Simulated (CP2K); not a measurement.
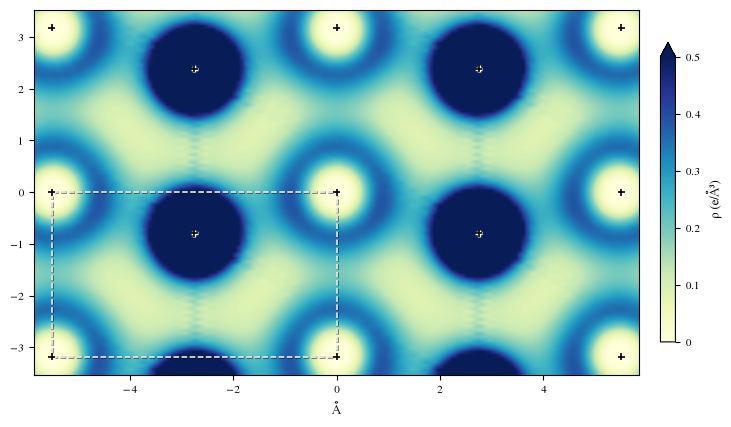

The valence electron density on a plane through atoms (crosses mark nuclei in the plane).

Level of theory: CP2K 2026.2, Kohn-Sham DFT of a periodic cell, PBEsol, GTH-PBE with UZH-TZVP basis.

Candidates:
A. GaSb, a = 5.51 Å, b = 5.51 Å, c = 3.18 Å, α = 90.00°, β = 90.00°, γ = 90.00°. Space group I-4m2; a structure from a database of computed crystals, not necessarily the ambient phase.
B. MgSi, a = 2.91 Å, b = 2.91 Å, c = 4.10 Å, α = 90.00°, β = 90.00°, γ = 90.00°. Space group P4/mmm; a structure from a database of computed crystals, not necessarily the ambient phase.

**Which candidate gave the map?**

Candidate A: GaSb on the (100) plane of the conventional cell, which holds Sb and Ga. Ga–Sb (2.87 Å): ρ at the midpoint is about 0.26 e/Å³. Sb–Sb (3.18 Å): ρ is about 0.2 e/Å³ halfway.
